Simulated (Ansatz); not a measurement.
**Run report: WSi6, geometry relaxation (part 1 of 3)**

- system: WSi6 (slab, 7 atoms in the cell)
- method: DFT PBEsol, scalar-relativistic, plane waves, PAW, spin-polarised (Ansatz 0.2.0)

The structure derives from an entry of the Crystallography Open Database. The input holds or restrains some coordinates. Forces given for the steps count only the free coordinates. It belongs to a series of runs on one base structure; here: W over the place (0/6, 0/6) of the surface cell, its height relaxed. Figures and captions count atoms from 1; the log counts them from 0 in places.

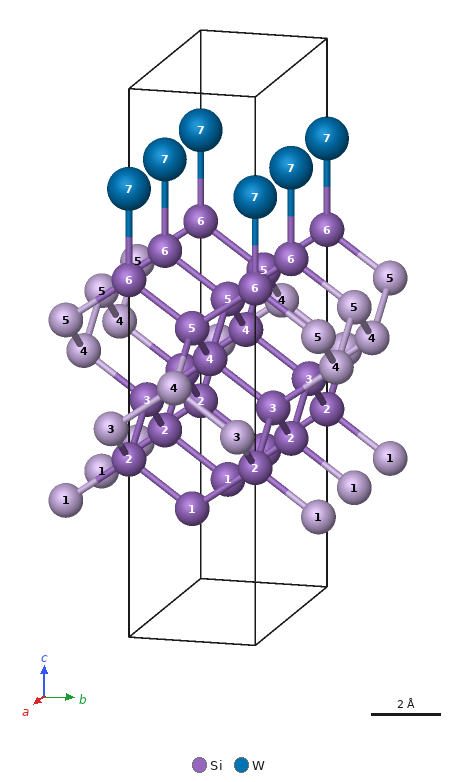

**Figure 1.** The structure as given in the input (ball-and-stick view of the 2 × 1 repeat of the cell, with the vacuum cut short, seen slightly off an axis; neighbours outside the cell are drawn fainter; atoms are numbered from 1 in the order of the input). An atom can appear more than once, as a periodic image. Near neighbours in the periodic cell (some may lie outside the picture): Si has 2 Si at 2.35 Å; Si has 4 Si at 2.34 to 2.35 Å; Si has 2 Si at 2.34 Å and 1 W at 2.74 Å; W has 1 Si at 2.74 Å.

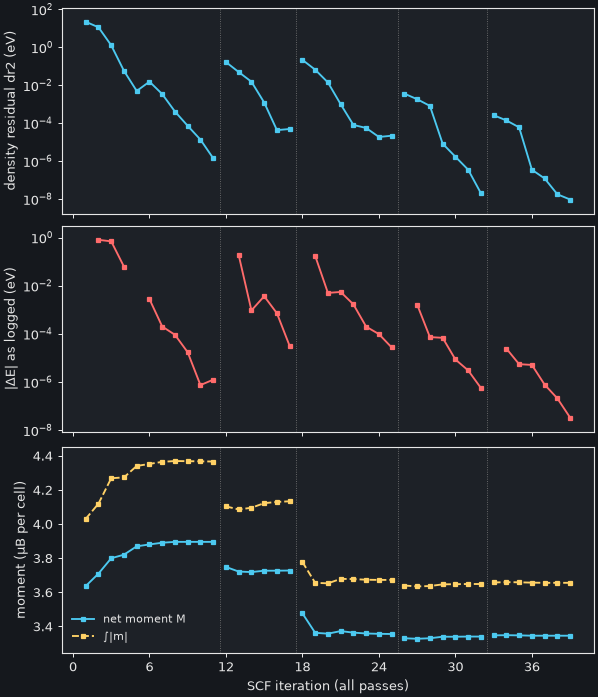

**Figure 2.** Convergence of the self-consistent field: density residual dr2, size of the energy change and magnetic moment against the SCF iteration. The dotted lines part the SCF passes of the relaxation: geometry steps, rejected trials and re-solves on a re-selected basis. The 5 passes take 6 to 11 iterations each, 39 in all. The net moment goes from 3.6 to 3.3 μB per cell.

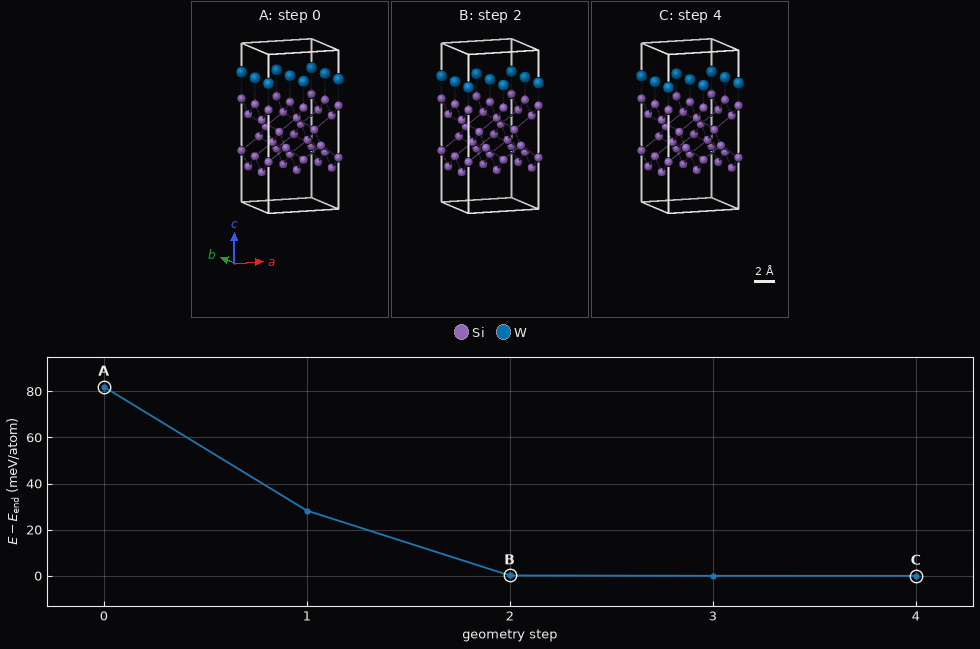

**Figure 3.** Frames of the restrained relaxation (ball-and-stick view of the 2 × 2 repeat of the cell, with the vacuum cut short, seen slightly off an axis) above the curves, on which the letters mark them (the first geometry is step 0 here and step 1 in the log).

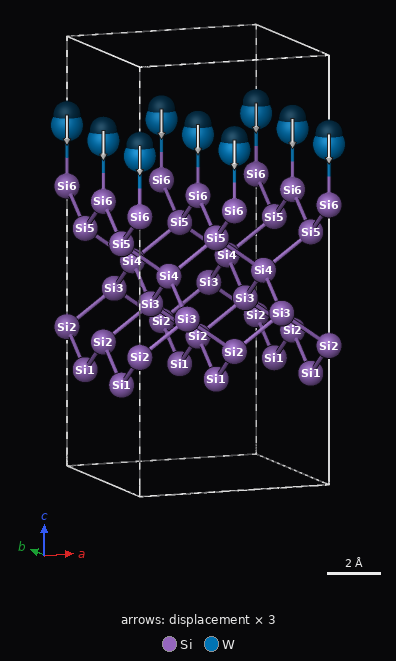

**Figure 4.** Start (faint) and end (solid) with the displacements as white arrows, magnified 3 times (ball-and-stick view of the 2 × 2 repeat of the cell, with the vacuum cut short, seen slightly off an axis). Over 4 geometry steps the energy falls by 82.0 meV per atom. Largest force component: 2.1 eV/Å at the start, 0.0013 eV/Å at the end. W7 moves most: 0.40 Å. Si stays in place. The cell doesn't change. Among the contacts that change: Si6–W7 2.740 → 2.336 Å. (Atoms are counted from 1 in the order of the input.)

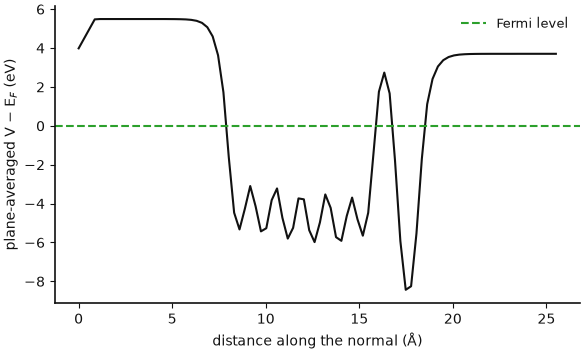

**Figure 5.** Plane average of the electrostatic potential energy of an electron across the cell, from the Fermi level. The vacuum level lies 3.70 eV above the Fermi level on the upper side and 5.49 eV on the lower.

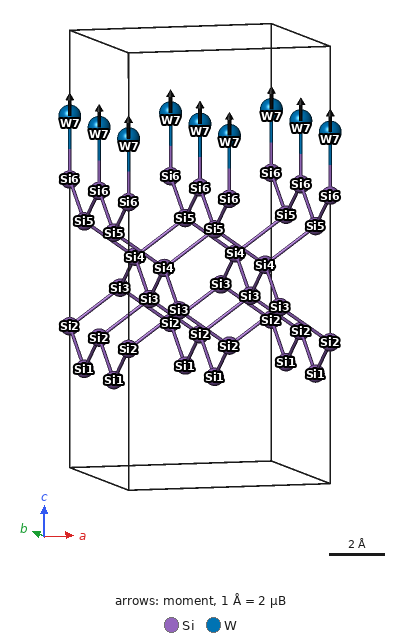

**Figure 6.** Magnetic moments of the sites as black arrows (ball-and-stick view of the 2 × 2 repeat of the cell, with the vacuum cut short, seen slightly off an axis; atoms are numbered from 1 in the order of the input); small moments hardly show. The run is collinear, so the axis drawn is arbitrary. Site moments: W7 (1.74 μB). They are counted near the atoms and needn't add up to the moment of the cell.

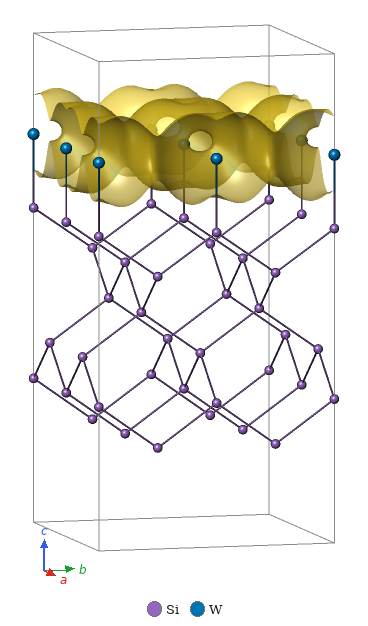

**Figure 7.** Isosurface of the spin density (up minus down) at +0.03 e/Å³ (yellow), seen slightly off an axis. Sticks mark near contacts. The spin density sits on W: +1.7 μB in one cell of 7 atoms: a single local moment. The cell of the calculation (7 atoms) carries 3.3 μB net. The fields are those of the smooth PAW valence density.

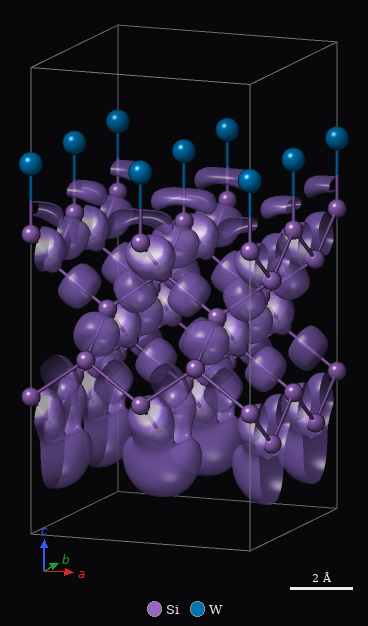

**Figure 8.** Isosurface of the electron localisation function at 0.75 (purple), seen slightly off an axis. Only the valence region is drawn (cores and ρ < 0.01 e/Å³ removed). Sticks mark near contacts. Along the contacts the grid gives the following. Si–W (2.34 Å): the ELF is about 0.60 at the midpoint.

The input and output of the run follow.

## Input
```yaml
crystal:
  lattice:
    - [3.8417168285, 0.0, 0.0]
    - [0.0, 3.8417168285, 0.0]
    - [0.0, 0.0, 25.7912600521]
  atoms:
    - { symbol: Si, position: [0.0, 0.5, 0.3295690084] }
    - { symbol: Si, position: [0.0, 0.0, 0.3822322752] }
    - { symbol: Si, position: [0.5, 0.0, 0.4348955421] }
    - { symbol: Si, position: [0.5, 0.5, 0.4872505114] }
    - { symbol: Si, position: [0.0, 0.5, 0.5400001596] }
    - { symbol: Si, position: [0.0, 0.0, 0.5916358883] }
    - { symbol: W, position: [0.0, 0.0, 0.6978734275], spin: 4.0 }
basis:
  ecutwfc: 420
kpoints:
  mp_grid: { grid: [8, 8, 1] }
hamiltonian:
  xc: pbesol
scf:
  occupations: { method: gaussian, width: 0.05 }
output:
  forces: true
  eigenvalues: true
  populations: true
  write_density: true
  write_potential: true
  elf: true
  volumetric_format: npy
magnetization:
  spin_polarized: true
relax:
  adjacent_minimum: "off"
  f_tol: 0.02
  max_steps: 25
  constraints: [{ sites: [0, 1, 2, 3, 4, 5] }, { site: 6, fix: xy }]
efield:
  axis: 3
  dipole_correction: true
  ramp_width: 0.04
```

Run as:
```bash
ansatz run input.yaml --threads 1 --pin off --max-ram 2560MiB --backend cpu --events-out ev --progress --plain --runs-dir out
```

## Log
```
Engine: ansatz 0.2.0, x86_64-unknown-linux-gnu
Pseudopotentials: kind: paw
Pseudopotential: Si, paw, valence charge 4, recommended cutoff 420 eV (normal), Si.paw.azcp
Pseudopotential: W, paw, valence charge 14, recommended cutoff 420 eV (normal), W.paw.azcp
Functional definition: PBEsol
  exchange = pbesol_x
  correlation = pbesol_c
Crystal: 7 atoms, lattice volume = 380.648 Å³
Basis set: ecut = 420 eV, 7511 PW (Γ), exchange–correlation on 54×54×360 points (8 copies of the dense FFT grid, shifted against one another)
Bands: 28, of which v1, the nominal top of the filled ones, is band 19 counted from 1 (18 counted from 0)
Symmetry: 4 space group operations
k-points: 25 of 64
Non-local potential: Si, projectors of the file, l = 0: 2, l = 1: 2, l = 2: 2
Non-local potential: W, projectors of the file, l = 0: 3, l = 1: 2, l = 2: 2, l = 3: 1
PAW form: soft (Blöchl's): semilocal exchange-correlation on the pseudo side does not see the compensation charge
PAW frozen core: Si, regenerated for the run's functional, and the local potential with it (the file was generated under x = pbe(κ = 0.804, μ = 0.2195149727645171), c = pbe(β = 0.06672455060314922))
PAW frozen core: W, regenerated for the run's functional, and the local potential with it (the file was generated under x = pbe(κ = 0.804, μ = 0.2195149727645171), c = pbe(β = 0.06672455060314922))
PAW one-centre angular grid: Si, 110 points (default); XC on 64 Gauss nodes
PAW one-centre angular grid: W, 590 points (default); XC on 64 Gauss nodes
Initial density: superposition of atomic densities (neutral atoms: chi_scale 0, normalization atom)
Starting moments: Σ|m| = 4 μB on 1 of 7 sites
Initial wavefunctions: pseudopotential atomic-orbital guess
Functional: x = pbesol(κ = 0.804, μ = 0.12345679012345678), c = pbesol(β = 0.046)
```
